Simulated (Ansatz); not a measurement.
Mg₂B₃

```
CELL_PARAMETERS angstrom
3.46119 0.00000 0.00000
-1.73060 2.99748 0.00000
0.00000 0.00000 18.34213
ATOMIC_POSITIONS crystal
Mg 0.66667 0.33333 0.23350
Mg 0.33333 0.66667 0.56683
Mg 0.00000 0.00000 0.90017
Mg 0.00000 0.00000 0.09983
Mg 0.66667 0.33333 0.43317
Mg 0.33333 0.66667 0.76650
B 0.00000 0.50000 0.00000
B 0.66667 0.83333 0.33333
B 0.33333 0.16667 0.66667
B 0.50000 0.50000 0.00000
B 0.16667 0.83333 0.33333
B 0.83333 0.16667 0.66667
B 0.50000 0.00000 0.00000
B 0.16667 0.33333 0.33333
B 0.83333 0.66667 0.66667
```

Space group R-3m; a structure generated by program, which may or may not match a known phase; changed on purpose from its base cell (the structure that the rattled cell fell into); computed without spin polarisation.

Level of theory: DFT PBE, scalar-relativistic, plane waves, PAW (Ansatz 0.2.0).

What will maps of the valence pseudo-density and electron localisation function show?

Answer. Mg–B (2.52 Å): ρ at the midpoint is about 0.21 e/Å³; the ELF peaks at about 0.65 in the valence shell of B, 0.9 Å from its nucleus, and is about 0.45 at the midpoint.

Does the calculation give a band gap?

Answer. It is gapless in this calculation (a metal or semimetal).

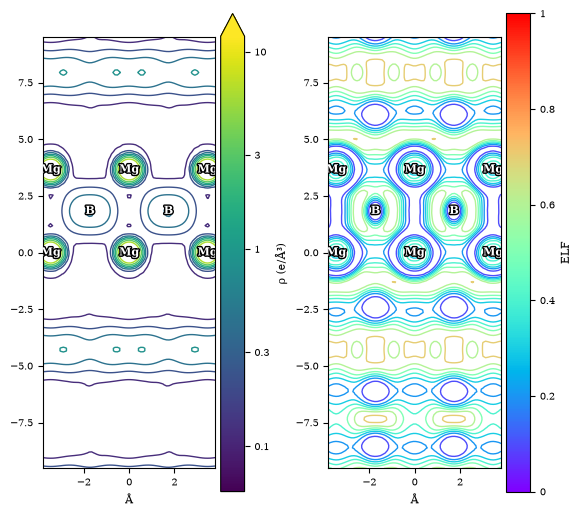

Computed valence pseudo-density and electron localisation function on the (010) plane of the conventional cell, in this order. Atoms just off the plane (B, 0.5 Å away) can leave unmarked features too.

In a PAW calculation such maps are meaningful between the atoms, not at the nuclei.
